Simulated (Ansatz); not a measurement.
**Run report: Si₄₈C₄₈, single-point calculation (part 2 of 2)**

Si₄₈C₄₈ (96 atoms in the cell); DFT, r2SCAN, PAW, plane waves (Ansatz 0.2.0); cutoff 500 eV, 1×1×1 k-mesh, Fermi–Dirac smearing of 0.01 eV. The structure was built on a prototype by a generator.

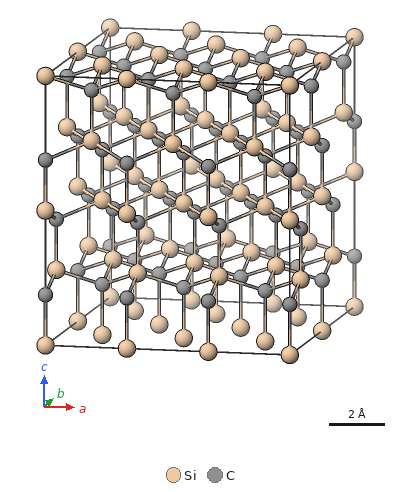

**Figure 1.** The structure as given in the input (ball-and-stick view of the cell of the calculation, seen slightly off an axis).

## Output, continued
```
--- Forces (eV/Å), atoms counted from 1 ---
  atom   1  Si     0.00000000    -0.05479788     0.05568346
  atom   2  Si    -0.00000000    -0.05479788     0.05568346
  atom   3  Si    -0.00000000    -0.05479788     0.05568346
  atom   4  Si    -0.00000000    -0.05479788     0.05568346
  atom   5  Si    -0.00000000    -0.05479788     0.05568346
  atom   6  Si    -0.00000000    -0.05479788     0.05568346
  atom   7  Si    -0.00000000    -0.05479788     0.05568346
  atom   8  Si    -0.00000000    -0.05479788     0.05568346
  atom   9  Si    -0.00000000    -0.05479788     0.05568346
  atom  10  Si     0.00000000    -0.05479788     0.05568346
  atom  11  Si    -0.00000000    -0.05479788     0.05568346
  atom  12  Si     0.00000000    -0.05479788     0.05568346
  atom  13  Si     0.00000000     0.03736450    -0.09997028
  atom  14  Si     0.00000000     0.03736450    -0.09997028
  atom  15  Si     0.00000000     0.03736450    -0.09997028
  atom  16  Si     0.00000000     0.03736450    -0.09997028
  atom  17  Si     0.00000000     0.03736450    -0.09997028
  atom  18  Si     0.00000000     0.03736450    -0.09997028
  atom  19  Si     0.00000000     0.03736450    -0.09997028
  atom  20  Si     0.00000000     0.03736450    -0.09997028
  atom  21  Si     0.00000000     0.03736450    -0.09997028
  atom  22  Si     0.00000000     0.03736450    -0.09997028
  atom  23  Si     0.00000000     0.03736450    -0.09997028
  atom  24  Si     0.00000000     0.03736450    -0.09997028
  atom  25  Si    -0.00000000    -0.03736450    -0.09997028
  atom  26  Si    -0.00000000    -0.03736450    -0.09997028
  atom  27  Si    -0.00000000    -0.03736450    -0.09997028
  atom  28  Si    -0.00000000    -0.03736450    -0.09997028
  atom  29  Si    -0.00000000    -0.03736450    -0.09997028
  atom  30  Si    -0.00000000    -0.03736450    -0.09997028
  atom  31  Si    -0.00000000    -0.03736450    -0.09997028
  atom  32  Si    -0.00000000    -0.03736450    -0.09997028
  atom  33  Si    -0.00000000    -0.03736450    -0.09997028
  atom  34  Si    -0.00000000    -0.03736450    -0.09997028
  atom  35  Si     0.00000000    -0.03736450    -0.09997028
  atom  36  Si    -0.00000000    -0.03736450    -0.09997028
  atom  37  Si     0.00000000     0.05479788     0.05568346
  atom  38  Si    -0.00000000     0.05479788     0.05568346
  atom  39  Si    -0.00000000     0.05479788     0.05568346
  atom  40  Si    -0.00000000     0.05479788     0.05568346
  atom  41  Si     0.00000000     0.05479788     0.05568346
  atom  42  Si     0.00000000     0.05479788     0.05568346
  atom  43  Si     0.00000000     0.05479788     0.05568346
  atom  44  Si    -0.00000000     0.05479788     0.05568346
  atom  45  Si     0.00000000     0.05479788     0.05568346
  atom  46  Si     0.00000000     0.05479788     0.05568346
  atom  47  Si     0.00000000     0.05479788     0.05568346
  atom  48  Si     0.00000000     0.05479788     0.05568346
  atom  49  C     -0.00000000    -0.03846340    -0.02986621
  atom  50  C     -0.00000000    -0.03846340    -0.02986621
  atom  51  C     -0.00000000    -0.03846340    -0.02986621
  atom  52  C     -0.00000000    -0.03846340    -0.02986621
  atom  53  C     -0.00000000    -0.03846340    -0.02986621
  atom  54  C     -0.00000000    -0.03846340    -0.02986621
  atom  55  C     -0.00000000    -0.03846340    -0.02986621
  atom  56  C     -0.00000000    -0.03846340    -0.02986621
  atom  57  C      0.00000000    -0.03846340    -0.02986621
  atom  58  C     -0.00000000    -0.03846340    -0.02986621
  atom  59  C      0.00000000    -0.03846340    -0.02986621
  atom  60  C      0.00000000    -0.03846340    -0.02986621
  atom  61  C     -0.00000000     0.03846340    -0.02986621
  atom  62  C     -0.00000000     0.03846340    -0.02986621
  atom  63  C      0.00000000     0.03846340    -0.02986621
  atom  64  C      0.00000000     0.03846340    -0.02986621
  atom  65  C      0.00000000     0.03846340    -0.02986621
  atom  66  C      0.00000000     0.03846340    -0.02986621
  atom  67  C     -0.00000000     0.03846340    -0.02986621
  atom  68  C     -0.00000000     0.03846340    -0.02986621
  atom  69  C      0.00000000     0.03846340    -0.02986621
  atom  70  C      0.00000000     0.03846340    -0.02986621
  atom  71  C      0.00000000     0.03846340    -0.02986621
  atom  72  C      0.00000000     0.03846340    -0.02986621
  atom  73  C     -0.00000000     0.08941350     0.07416243
  atom  74  C      0.00000000     0.08941350     0.07416243
  atom  75  C     -0.00000000     0.08941350     0.07416243
  atom  76  C     -0.00000000     0.08941350     0.07416243
  atom  77  C     -0.00000000     0.08941350     0.07416243
  atom  78  C     -0.00000000     0.08941350     0.07416243
  atom  79  C     -0.00000000     0.08941350     0.07416243
  atom  80  C     -0.00000000     0.08941350     0.07416243
  atom  81  C     -0.00000000     0.08941350     0.07416243
  atom  82  C     -0.00000000     0.08941350     0.07416243
  atom  83  C      0.00000000     0.08941350     0.07416243
  atom  84  C     -0.00000000     0.08941350     0.07416243
  atom  85  C      0.00000000    -0.08941350     0.07416243
  atom  86  C      0.00000000    -0.08941350     0.07416243
  atom  87  C     -0.00000000    -0.08941350     0.07416243
  atom  88  C     -0.00000000    -0.08941350     0.07416243
  atom  89  C      0.00000000    -0.08941350     0.07416243
  atom  90  C      0.00000000    -0.08941350     0.07416243
  atom  91  C      0.00000000    -0.08941350     0.07416243
  atom  92  C      0.00000000    -0.08941350     0.07416243
  atom  93  C      0.00000000    -0.08941350     0.07416243
  atom  94  C     -0.00000000    -0.08941350     0.07416243
  atom  95  C      0.00000000    -0.08941350     0.07416243
  atom  96  C      0.00000000    -0.08941350     0.07416243
  max |Σ_I F_I| component: 2.26e-4 eV/Å
--- Band table (eV) ---
  k-point 0: bands = ["-6.8077", "-5.7038", "-5.7038", "-5.5839", "-5.5556", "-5.3485", "-5.3485", "-4.5315", "-4.5315", "-4.4943", ... 78 levels left out ..., "3.9535", "4.0308", "4.0308", "4.0308", "4.0308", "4.0379", "4.0379", "4.2329", "4.2329", "4.3263", "4.3263", "4.3970", "4.6894", "4.6894", "4.9039", "4.9288", "4.9288", "4.9299", "4.9299", "4.9380", "5.2273", "5.3432", "5.3432", "5.3463", "5.3463", "5.7758", "5.7758", "5.7758", "5.7758",
      "5.9389", "5.9389", "6.0269", "6.0269", "6.0269", "6.0269", "6.0346", "6.0346", "6.0488", "6.2907", "6.2907", "6.4876", "6.4876", "6.4892", "6.4892", "6.4897", "6.4897", "6.4937", "6.4937", "6.5551", "6.5551", "6.5551", "6.5551", "6.7700", "6.7700", "6.8287", "6.8287", "6.8287", "6.8287", "6.8881", "6.8881", "6.8940", "6.8940", "6.9639", "6.9755", "7.1507", "7.1707", "7.1707", "7.1707", "7.1707",
      "7.2978", "7.2978", "7.7191", "7.7191", "7.7244", "7.7244", "7.7525", "7.7525", "7.8214", "7.8459", "7.8459", "7.8459", "7.8459", "7.8503", "7.8503", "8.0260", "8.0260", "8.0260", "8.0260", "8.2102", "8.2225", "8.2796", "8.5045", "8.5045", "8.6136", "8.6136", "8.6939", "8.7067", "8.8475", "8.8595", "8.8840", "8.8840", "9.4223", "9.4588", "9.4713", "12.0571", "12.2230", "12.9522", "12.9522", "12.9522",
      "12.9522", "13.2146", "13.2146", "13.2146", "13.2146", "13.7125", "13.7125", "13.8731", "13.8731", "13.8744", "13.8744", "14.1776", "14.2315", "14.2315", "14.6400", "14.6400", "14.7241", "14.8197", "14.8197", "14.8197", "14.8197", "14.8627", "14.8627", "15.0553", "15.0553", "15.1092", "15.1545", "15.1545", "15.2595", "15.2595", "15.2943", "15.3783", "15.3783", "15.3783", "15.3783", "15.5631", "15.5631", "15.5638", "15.5638", "15.7007",
      "15.7383", "15.7597", "15.7597", "15.7597", "15.7597", "16.1386", "16.1386", "16.3225", "16.3495", "16.3495", "16.3563", "16.6934", "16.6934", "16.6934", "16.6934", "16.7571", "16.7571", "16.9506", "16.9581", "16.9673", "16.9770", "17.1409", "17.2598", "17.2598", "17.2598", "17.2598", "17.4104", "17.4104", "17.4172", "17.4737", "17.4737", "17.6723", "17.7207", "17.7207", "17.7608", "17.7608", "17.7982", "17.7982", "17.8190", "17.8190",
      "17.8505", "17.8505", "18.0612", "18.0807", "18.1061", "18.1061", "18.1061", "18.1061", "18.2375", "18.2375", "18.3575"]
--- Löwdin populations: 96 sites ---
  site symbol       q [e]
     0     Si      2.8715
     1     Si      2.8715
     2     Si      2.8715
     3     Si      2.8715
     4     Si      2.8715
     5     Si      2.8715
     6     Si      2.8715
     7     Si      2.8715
     8     Si      2.8715
     9     Si      2.8715
    10     Si      2.8715
    11     Si      2.8715
    12     Si      2.8906
    13     Si      2.8906
    14     Si      2.8906
    15     Si      2.8906
    16     Si      2.8906
    17     Si      2.8906
    18     Si      2.8906
    19     Si      2.8906
    20     Si      2.8906
    21     Si      2.8906
    22     Si      2.8906
    23     Si      2.8906
    24     Si      2.8906
    25     Si      2.8906
    26     Si      2.8906
    27     Si      2.8906
    28     Si      2.8906
    29     Si      2.8906
    30     Si      2.8906
    31     Si      2.8906
    32     Si      2.8906
    33     Si      2.8906
    34     Si      2.8906
    35     Si      2.8906
    36     Si      2.8715
    37     Si      2.8715
    38     Si      2.8715
    39     Si      2.8715
    40     Si      2.8715
    41     Si      2.8715
    42     Si      2.8715
    43     Si      2.8715
    44     Si      2.8715
    45     Si      2.8715
    46     Si      2.8715
    47     Si      2.8715
    48      C      5.0299
    49      C      5.0299
    50      C      5.0299
    51      C      5.0299
    52      C      5.0299
    53      C      5.0299
    54      C      5.0299
    55      C      5.0299
    56      C      5.0299
    57      C      5.0299
    58      C      5.0299
    59      C      5.0299
    60      C      5.0299
    61      C      5.0299
    62      C      5.0299
    63      C      5.0299
    64      C      5.0299
    65      C      5.0299
    66      C      5.0299
    67      C      5.0299
    68      C      5.0299
    69      C      5.0299
    70      C      5.0299
    71      C      5.0299
    72      C      5.0406
    73      C      5.0406
    74      C      5.0406
    75      C      5.0406
    76      C      5.0406
    77      C      5.0406
    78      C      5.0406
    79      C      5.0406
    80      C      5.0406
    81      C      5.0406
    82      C      5.0406
    83      C      5.0406
    84      C      5.0406
    85      C      5.0406
    86      C      5.0406
    87      C      5.0406
    88      C      5.0406
    89      C      5.0406
    90      C      5.0406
    91      C      5.0406
    92      C      5.0406
    93      C      5.0406
    94      C      5.0406
    95      C      5.0406
  spilling = 0.010467 (of n_electrons = 384.000000)
```

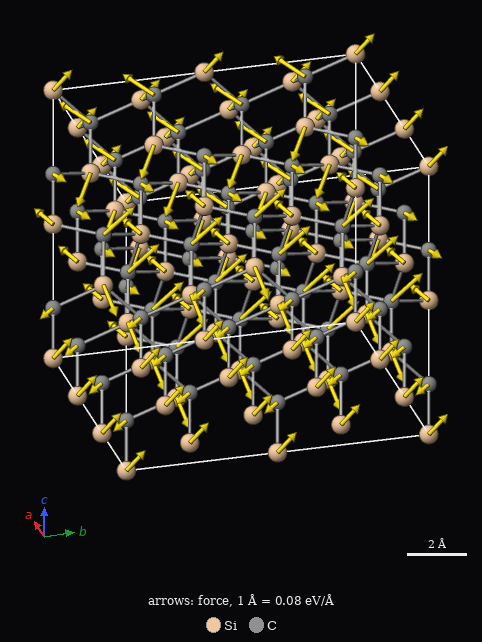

**Figure 2.** Forces on the atoms as yellow arrows (ball-and-stick view of the cell of the calculation, seen at an oblique angle). The largest act on C73, C74, C75, C76, C77, C78 and 18 more (0.12 eV/Å); Si13, Si14, Si15, Si16, Si17, Si18 and 18 more (0.11 eV/Å); Si1, Si2, Si3, Si4, Si5, Si6 and 18 more (0.08 eV/Å); C49, C50, C51, C52, C53, C54 and 18 more (0.05 eV/Å). Atoms are counted from 1 in the order of the input and aren't labelled in the picture. 

## Key numbers

```tsv
quantity	value
outcome	converged
space group (tolerance 0.01 Å)	P6₃mc (186)
electrons treated	384
free energy	−42780.0426 eV
Fermi energy	10.765 eV
largest force (length of the vector)	0.116 eV/Å
wall time	18 s (CPU time 1.9 min)
peak memory	3.5 GiB
```

## Notes

Warnings of the run: the structure was made exactly symmetric. The k-point mesh is coarse for a cell of this size, so the results may not be converged.
